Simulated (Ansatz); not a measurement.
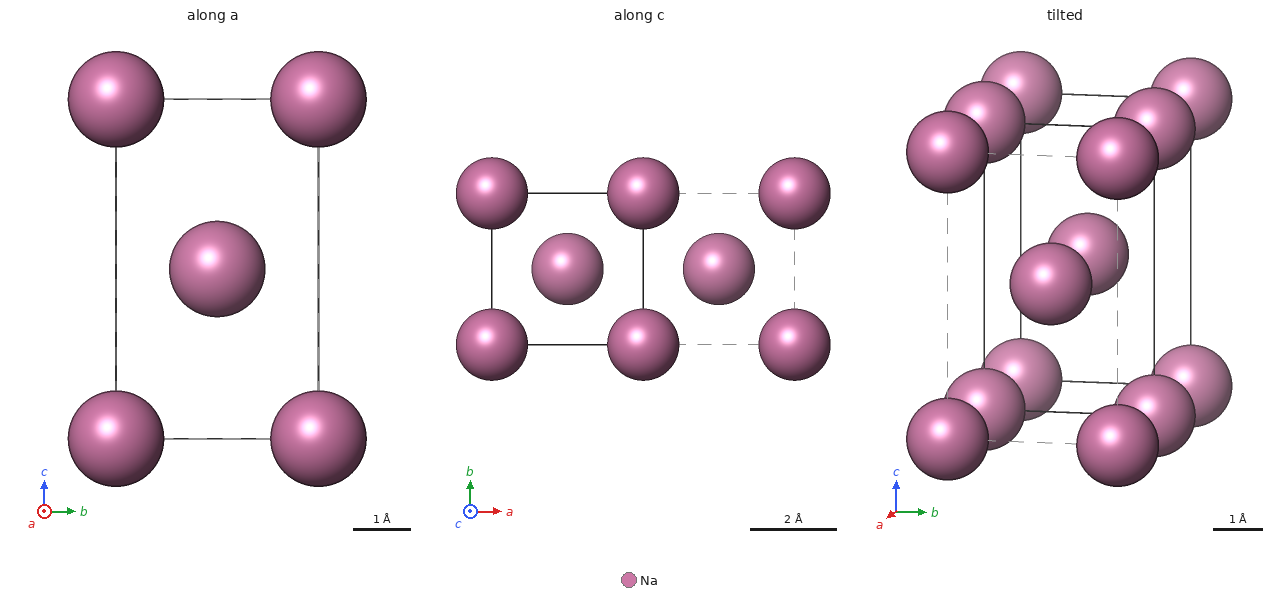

A spheres-only rendering, viewed along the a axis, along the c axis and slightly off an axis. Solid lines give the conventional unit cell, repeated here 2×1×1 times. Cell: a = 3.554 Å, b = 3.554 Å, c = 5.956 Å, α = 90.00°, β = 90.00°, γ = 90.00°.

Describe the crystal.

The element is sodium. The symmetry is that of I4/mmm (No. 139), on a body-centred tetragonal lattice. The cell holds two atoms. Na bonds to twelve Na at about 3.6 to 3.9 Å.

The cell started as a structure listed in the Materials Project. The cell was then strained or its atoms displaced on purpose. A calculation with Ansatz used it as input.
